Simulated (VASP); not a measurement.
```
Mg Sb
1.0
     9.23364    0.00000    0.00000
    -4.61682    7.99657    0.00000
     0.00000    0.00000    7.29905
Mg Sb
11 8
Cartesian
  -0.0828 2.8566 4.6568
  2.0225 1.1758 2.5995
  3.4845 7.3509 6.3286
  -2.1913 6.5086 4.6568
  0.3403 5.5355 2.8201
  -2.1004 4.1265 7.1707
  4.2249 2.4474 4.4758
  6.8851 1.4399 2.6509
  4.5363 0.0413 7.2923
  4.6825 5.2549 2.6510
  2.2967 3.9200 7.2924
  -0.0442 2.9048 1.7140
  1.9844 1.1537 5.6516
  -2.1303 6.5182 1.7139
  0.3268 5.5278 5.7066
  4.4129 2.5559 1.5766
  6.7118 1.6382 5.5562
  2.5339 6.8021 1.6313
  4.7676 5.0057 5.5563
```

Method: Kohn-Sham DFT of a periodic cell, PBE, VASP PAW PBE potentials, recommended (VASP).

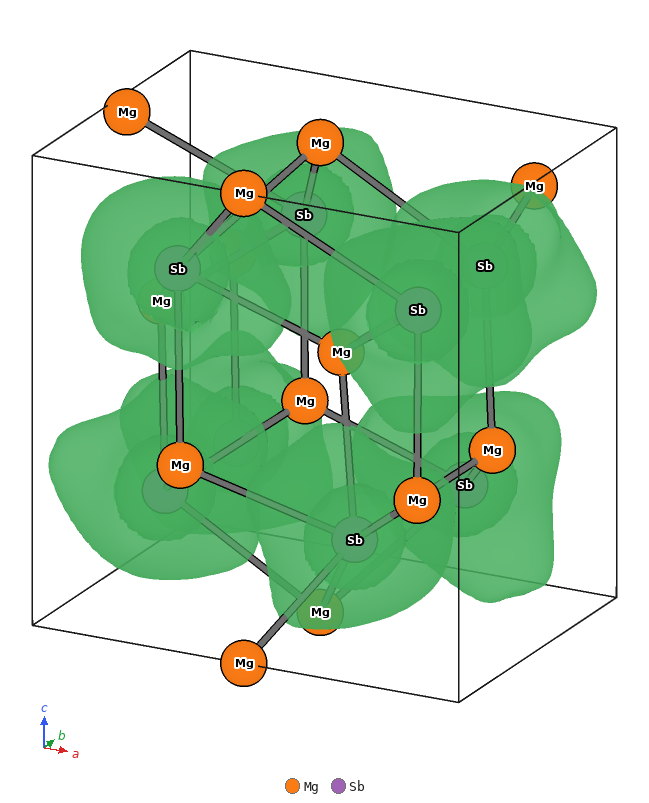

Mg$_{11}$Sb$_{8}$ (cell with a defect). Isosurface of the electron localisation function at 0.75 (green), seen slightly off an axis. Only the valence region is drawn (cores and ρ < 0.01 e/Å³ removed). Sticks mark near contacts.

Question: Describe the localisation domains.

Answer: The ELF exceeds this value in eight regions wrapped around Sb (the valence shell of each), counted in one cell of 19 atoms. Any copies at cell faces, edges or corners count once. Along the contacts the grid gives the following. Mg–Sb (2.78 Å): the ELF peaks at about 0.90 in the valence shell of Sb, 1.4 Å from its nucleus, and is about 0.90 at the midpoint. Mg–Sb (2.82 Å): the ELF peaks at about 0.90 in the valence shell of Sb, 1.3 Å from its nucleus, and is about 0.90 at the midpoint.
